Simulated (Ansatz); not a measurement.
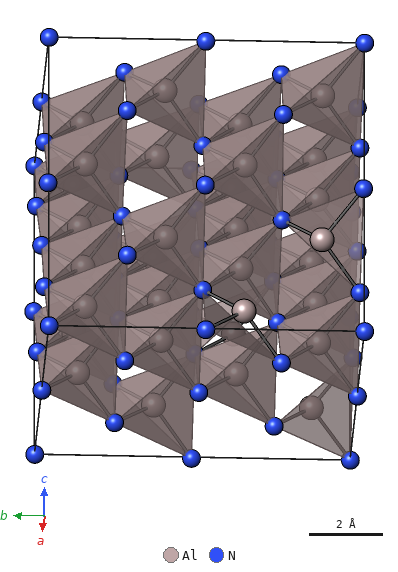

This is the input geometry for a relaxation of a defect cell of composition Al31N31. A polyhedral model of the cell of the calculation (origin shifted), seen from a free direction.

The atoms of the start lie slightly off their symmetric places, so part of the fall in energy undoes that.

Theory: DFT, PBEsol, PAW, plane waves in Ansatz 0.2.0.

Settings: plane-wave cutoff 420 eV; k-point mesh 1 × 1 × 1; mesh shifted by (0.25, 0.25, 0.25); collinear spin; atoms relaxed in a fixed cell; force threshold 0.03 eV/Å; at most 80 steps.

```xyz
62
Lattice="8.7554 0.0000 0.0000 0.0000 8.7554 0.0000 0.0000 0.0000 8.7554" Properties=species:S:1:pos:R:3 pbc="T T T"
Al    0.0127    0.0042    0.0094
Al    0.0105    0.0020    4.4061
Al    0.0195    4.3845    0.0045
Al    8.7282    4.3371    4.4076
Al    4.3727    0.0034    0.0188
Al    4.3821    0.0394    4.3738
Al    4.3973    4.3746    0.0164
Al    2.2077    2.1702    8.7277
Al    2.1705    2.1414    4.3886
Al    2.1999    6.5851    0.0222
Al    2.1978    6.5720    4.3452
Al    6.5538    2.1924    0.0004
Al    6.5559    2.1970    4.3895
Al    6.5834    6.5875    8.7219
Al    6.5460    6.5442    4.3701
Al    2.2191    0.0044    2.1884
Al    2.2142    8.7413    6.5564
Al    2.1966    4.3472    2.1675
Al    2.1728    4.3649    6.6074
Al    6.5835    8.7518    2.1816
Al    6.5677    0.0105    6.5486
Al    6.5368    4.3270    2.1526
Al    6.5560    4.3911    6.5557
Al    8.7520    2.1694    2.1979
Al    8.7381    2.1675    6.5521
Al    0.0117    6.5960    2.1544
Al    0.0201    6.5590    6.5674
Al    4.3568    2.1582    2.2217
Al    4.3464    2.1855    6.5779
Al    4.4062    6.5384    2.2001
Al    4.3665    6.5631    6.5417
N     1.0862    1.1277    5.4627
N     1.0731    5.4601    1.0984
N     1.0892    5.4636    5.4939
N     5.4687    1.0992    1.1027
N     5.4597    1.1140    5.4543
N     5.4227    5.4988    1.0940
N     5.4874    5.4946    5.4845
N     3.2868    3.2646    1.0732
N     3.2948    3.2628    5.4600
N     3.2776    7.6621    1.0766
N     3.2826    7.6616    5.4691
N     7.6546    3.2882    1.0802
N     7.6504    3.2499    5.4686
N     7.6685    7.6546    1.0566
N     7.6767    7.6821    5.4834
N     3.2967    1.0648    3.2471
N     3.2475    1.0851    7.6365
N     3.2821    5.5030    3.2678
N     3.2702    5.4321    7.6268
N     7.6410    1.1148    3.3290
N     7.6592    1.0886    7.6879
N     7.6423    5.4815    3.2742
N     7.6231    5.5162    7.6887
N     1.1008    3.2951    3.2823
N     1.1016    3.2801    7.6468
N     1.1112    7.6586    3.2660
N     1.1110    7.6271    7.6841
N     5.4551    3.2616    3.2976
N     5.4853    3.2758    7.6951
N     5.4478    7.6401    3.3021
N     5.4668    7.6316    7.6656
```

Q: Predict the outcome.

A: After 5 geometry steps the energy has fallen by 1.841 eV per cell of the calculation. Largest force component: 2 eV/Å at the start, 0.021 eV/Å at the end. The largest move is that of N59, 0.22 Å along [1 −1 −1]. Largest moves by element: N 0.22 Å, Al 0.08 Å. The lattice vectors keep their values. Among the contacts that change: Al19–N40 1.947 → 1.843 Å, Al19–N56 1.845 → 1.939 Å, Al18–N49 1.930 → 1.844 Å, Al9–N40 1.916 → 1.837 Å. Among the angles between lasting bonds that change: N43–Al22–N59 112.0° → 102.4°, Al19–N40–Al29 107.3° → 114.9°, N51–Al13–N59 109.8° → 102.5°. Cost: 68 s on 7 threads of Arm Neoverse-V2, peak memory 1.8 GiB.

History of the run:

| step | E − E(0), meV/atom | largest force component, eV/Å |
| --- | --- | --- |
| 0 | 0.00 | 1.9816 |
| 1 | -21.51 | 1.2616 |
| 2 | -29.39 | 0.1730 |
| 3 | -29.42 | 0.2010 |
| 4 | -29.68 | 0.0381 |
| 5 | -29.70 | 0.0210 |

The end point in the same view:

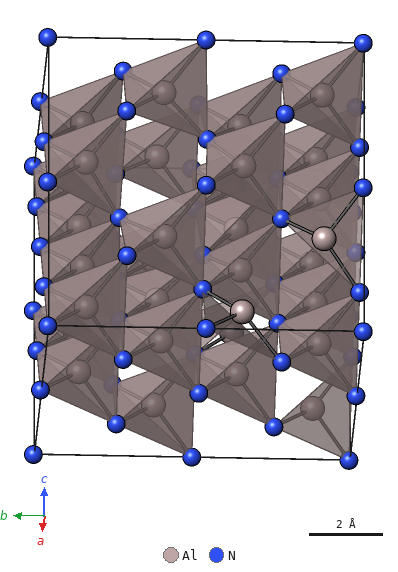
